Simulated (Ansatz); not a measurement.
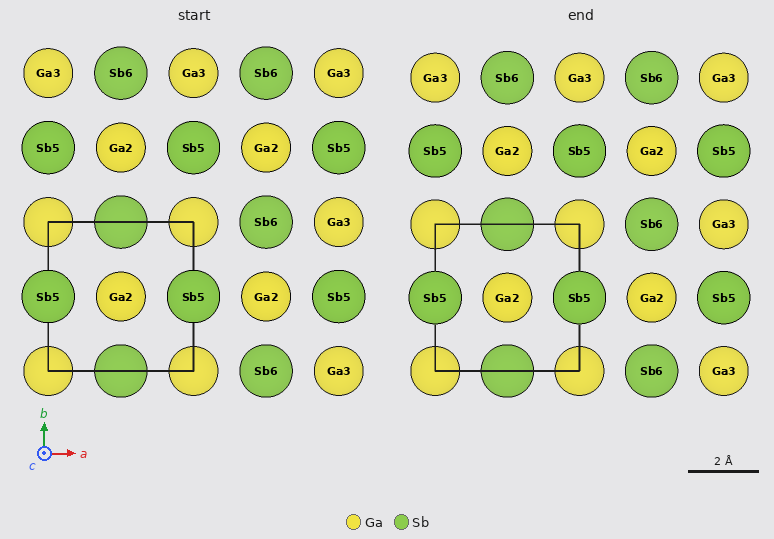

The structure of a crystal of GaSb (a generated structure, set up in Pmmm) before (left) and after (right) a relaxation, at one scale.

The picture is a spheres-only view of the cell of the calculation, repeated 2 × 2 × 1 with one cell outlined, seen along the c axis.

Theory: DFT PBE, scalar-relativistic, plane waves, PAW (Ansatz 0.2.0). Set-up: plane-wave cutoff 420 eV; k-point mesh 10 × 10 × 4; occupations gaussian; smearing width 0.1 eV; no spin polarisation; cell and atoms relaxed; force threshold 0.01 eV/Å; at most 80 steps.

Summarise the run.

Answer. Over 3 accepted moves (4 points after the start) the energy falls by 1.5 meV per atom. Largest force component: 0.12 eV/Å at the start, 0.00065 eV/Å at the end. The pressure goes from −0.30 to 0.00 GPa. At 1 point the geometry stayed and the basis and grid were re-selected for the new cell (energy shift of 0.1 meV per atom at most each time). The largest moves relative to the cell, 0.014 Å, are those of Ga atoms. Largest moves by element: Ga 0.014 Å, Sb 0.006 Å. Cell: a 4.167 → 4.138 Å (−0.7 %), b 4.272 → 4.207 Å (−1.5 %), c 10.624 → 10.702 Å (+0.7 %). Volume −1.5 %. Near-neighbour distances that change, for instance: Ga–Sb 2.711 → 2.687 Å, Ga–Sb 2.748 → 2.755 Å, Ga–Sb 2.787 → 2.782 Å. The space group stays Pmmm (No. 47). The run took 5.7 min on 1 thread of Arm Neoverse V1 (shared host), peak memory 0.92 GiB.
